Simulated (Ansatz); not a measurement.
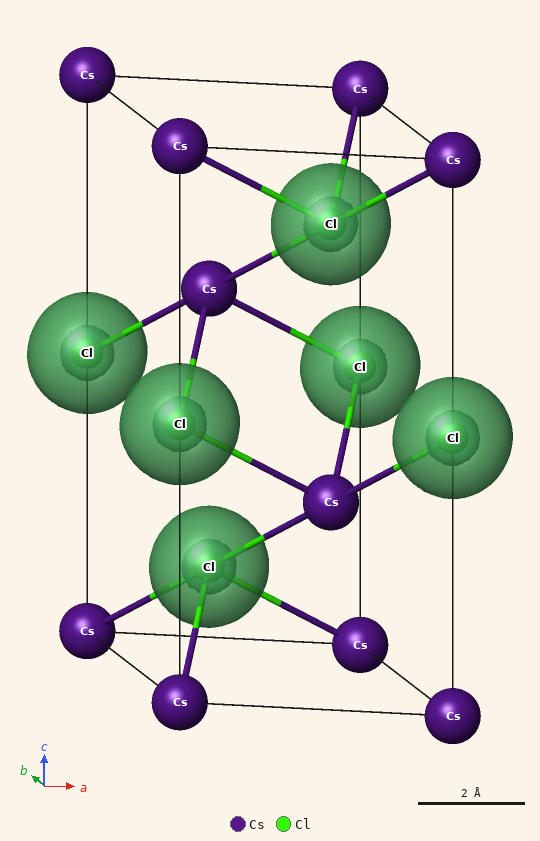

The picture shows: CsCl. Isosurface of the electron localisation function at 0.8 (green), seen slightly off an axis. Only the valence region is drawn (cores and ρ < 0.01 e/Å³ removed). Sticks mark near contacts.

Space group R-3m.

Method: DFT LDA, scalar-relativistic, plane waves, PAW (Ansatz 0.2.0).

In a PAW calculation such maps are meaningful between the atoms, not at the nuclei.

```
Cs Cl
1.0
     3.70539    0.00000   -3.70539
    -3.70539    3.70539    0.00000
     6.29917    6.29917    6.29917
Cs Cl
3 3
Direct
  0.00000 0.00000 0.00000
  0.66667 0.33333 0.33333
  0.33333 0.66667 0.66667
  0.33333 0.66667 0.16667
  0.00000 0.00000 0.50000
  0.66667 0.33333 0.83333
```

### Where are the electrons localised?

At this value the surface marks out three regions wrapped around Cl (the valence shell of each), counted in one cell of 6 atoms. Regions shared between cells count once. Profiles from the grid: Cs–Cl (3.53 Å): the ELF is about 0.05 at the midpoint: an ionic contact with no shared pair.
